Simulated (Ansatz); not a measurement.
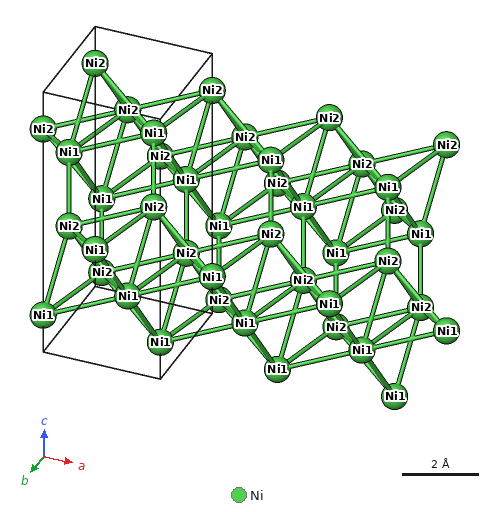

Starting structure of crystalline Ni (built on the alpha-gallium_64 type) (coarse preliminary run). Style: ball-and-stick. Shown: the conventional cell (4 times the calculation's cell), repeated 3 × 1 × 1 with one cell outlined, from a free direction. Lengths and directions refer to the drawn axes.

Case: alpha-gallium type (Cmce, No. 64).

Method: DFT PBE, scalar-relativistic, plane waves, PAW in Ansatz.

Input file:
```yaml
crystal:
  lattice:
    - [0.0, 1.7428518974, 4.0810169443]
    - [1.6828422056, 0.0, 4.0810169443]
    - [1.6828422056, 1.7428518974, 0.0]
  atoms:
    - { symbol: Ni, position: [0.1418718477, 0.1418718477, 0.8581281523], spin: 0.82 }
    - { symbol: Ni, position: [0.8581281523, 0.8581281523, 0.1418718477], spin: 0.82 }
basis:
  ecutwfc: 420
kpoints:
  mp_grid: { grid: [8, 8, 8] }
hamiltonian:
  xc: pbe
scf:
  occupations: { method: gaussian, width: 0.1 }
  lower_state_search: "off"
output:
  forces: true
  stress: true
  eigenvalues: true
  populations: true
magnetization:
  spin_polarized: true
relax:
  adjacent_minimum: "off"
  f_tol: 0.04
  max_steps: 70
  cell: { stress_tol: 0.4 }
```

Q: Predict the outcome.

A: No atom moves by more than 0.005 Å relative to the cell. The volume changes by +0.1 %, with a 3.366 → 3.406 Å (+1.2 %), b 3.486 → 3.454 Å (−0.9 %), c 8.162 → 8.148 Å (−0.2 %). Some distances before and after: Ni1–Ni2 2.439 → 2.454 Å, Ni1–Ni2 (another image) 2.481 → 2.471 Å, Ni1–Ni2 (another image) 2.316 → 2.306 Å. The space group stays Fmmm (No. 69). After 2 accepted moves (3 points after the start) the energy has fallen by 0.5 meV per atom. The largest force component goes from 0.052 to 0.02 eV/Å. Pressure: 0.25 GPa at the start and −0.01 GPa at the end. The SCF was repeated once at an unchanged geometry on a basis and grid sized afresh for the cell, which shifted the energy by less than 0.05 meV per atom at most. The run took of the order of 13 core-seconds on a shared host.

The structure at the end:

```
Ni
1.0
     0.00000    1.72696    4.07379
     1.70324    0.00000    4.07379
     1.70324    1.72696    0.00000
Ni
2
Direct
  0.14154 0.14154 0.85846
  0.85846 0.85846 0.14154
```

The end point in the same view:

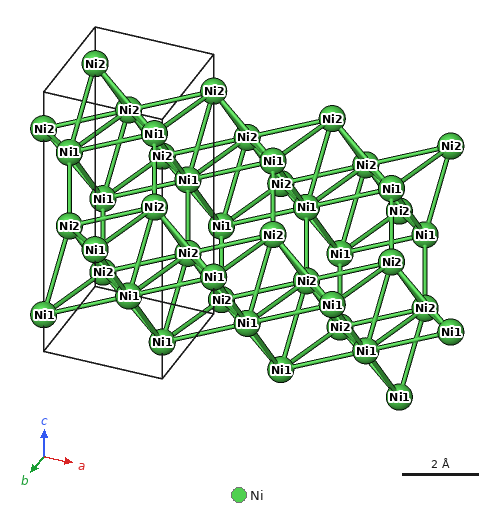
